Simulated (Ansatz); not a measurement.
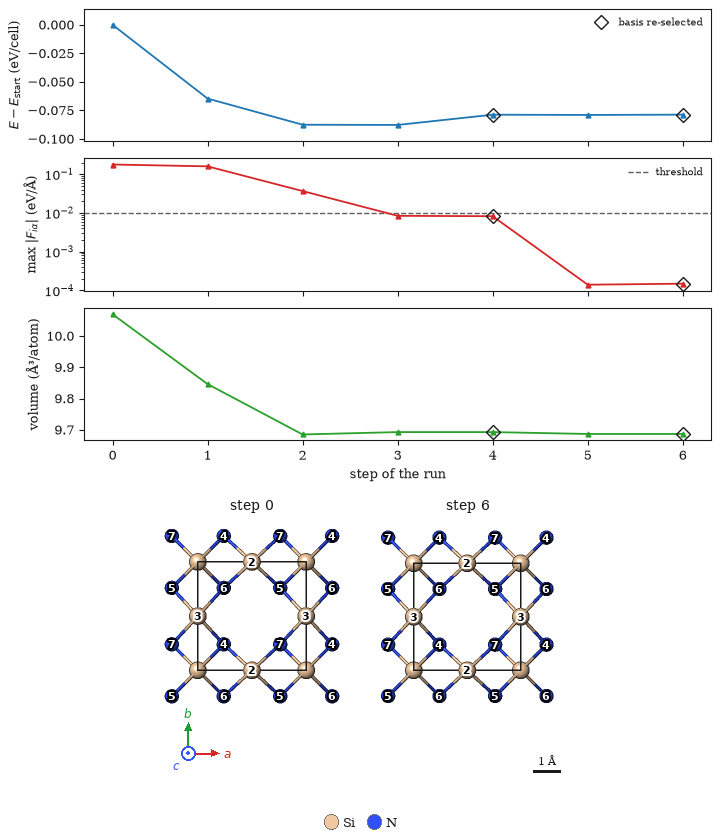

First and last geometry of a relaxation of a crystal of Si₃N₄ (a generated structure, set up in P-43m), with the history of the run. A ball-and-stick model of the cell of the calculation, seen along the c axis.

The run lets cell and atoms move.

The calculation used Ansatz, Kohn-Sham DFT of a periodic cell, LDA, Ansatz PAW.

Input
```yaml
crystal:
  lattice:
    - [4.13078, 0.0, 0.0]
    - [0.0, 4.13078, 0.0]
    - [0.0, 0.0, 4.13078]
  atoms:
    - { symbol: Si, position: [0.0, 0.0, 0.5] }
    - { symbol: Si, position: [0.5, 0.0, 0.0] }
    - { symbol: Si, position: [0.0, 0.5, 0.0] }
    - { symbol: "N", position: [0.23952, 0.23952, 0.76048] }
    - { symbol: "N", position: [0.76048, 0.76048, 0.76048] }
    - { symbol: "N", position: [0.23952, 0.76048, 0.23952] }
    - { symbol: "N", position: [0.76048, 0.23952, 0.23952] }
hamiltonian:
  xc: lda
  pseudopotentials: { kind: paw }
kpoints:
  mp_grid: { grid: [7, 7, 7] }
scf:
  occupations: { method: fermi_dirac, width: 0.05 }
output:
  forces: true
  stress: true
  eigenvalues: true
relax:
  f_tol: 0.01
  max_steps: 40
  cell: { stress_tol: 0.05 }
```

Run as
```bash
ansatz run input.yaml --threads 4 --pin off --max-ram 11264MiB --backend cpu --events-out ev --progress --plain --runs-dir out
```

Q: Read the history and describe the run.

A: It converged. Over 4 accepted moves (6 points after the start) the energy falls by 78.8 meV per cell of the calculation. The largest force component goes from 0.18 to 0.00015 eV/Å. The pressure goes from −9.26 to −0.01 GPa. At 2 points the geometry stayed and the basis and grid were re-selected for the new cell (energy shift of 9.0 meV per cell of the calculation at most each time). No atom moves by more than 0.005 Å relative to the cell. The drawn cell changes as follows: a = b = c 4.131 → 4.078 Å (−1.3 %); the volume changes by −3.8 %. Near-neighbour distances that change, for instance: N–Si 1.765 → 1.743 Å. The space group stays P-43m (No. 215). Cost: 5.8 s on 4 threads of Arm Neoverse V2 (shared host), peak memory 0.32 GiB.

```json
{"step": "0", "E − E(0), meV/atom": "0.00", "largest force component, eV/Å": "0.1775", "pressure, GPa": "-9.26", "volume, Å³/atom": "10.069", "note": ""}
{"step": "1", "E − E(0), meV/atom": "-9.24", "largest force component, eV/Å": "0.1592", "pressure, GPa": "-4.52", "volume, Å³/atom": "9.846", "note": ""}
{"step": "2", "E − E(0), meV/atom": "-12.51", "largest force component, eV/Å": "0.0367", "pressure, GPa": "0.00", "volume, Å³/atom": "9.685", "note": ""}
{"step": "3", "E − E(0), meV/atom": "-12.54", "largest force component, eV/Å": "0.0084", "pressure, GPa": "0.03", "volume, Å³/atom": "9.693", "note": ""}
{"step": "4", "E − E(0), meV/atom": "-11.26", "largest force component, eV/Å": "0.0082", "pressure, GPa": "-0.20", "volume, Å³/atom": "9.693", "note": "same geometry, new basis"}
{"step": "5", "E − E(0), meV/atom": "-11.29", "largest force component, eV/Å": "0.0001", "pressure, GPa": "0.00", "volume, Å³/atom": "9.687", "note": ""}
{"step": "6", "E − E(0), meV/atom": "-11.25", "largest force component, eV/Å": "0.0001", "pressure, GPa": "-0.01", "volume, Å³/atom": "9.687", "note": "same geometry, new basis"}
```
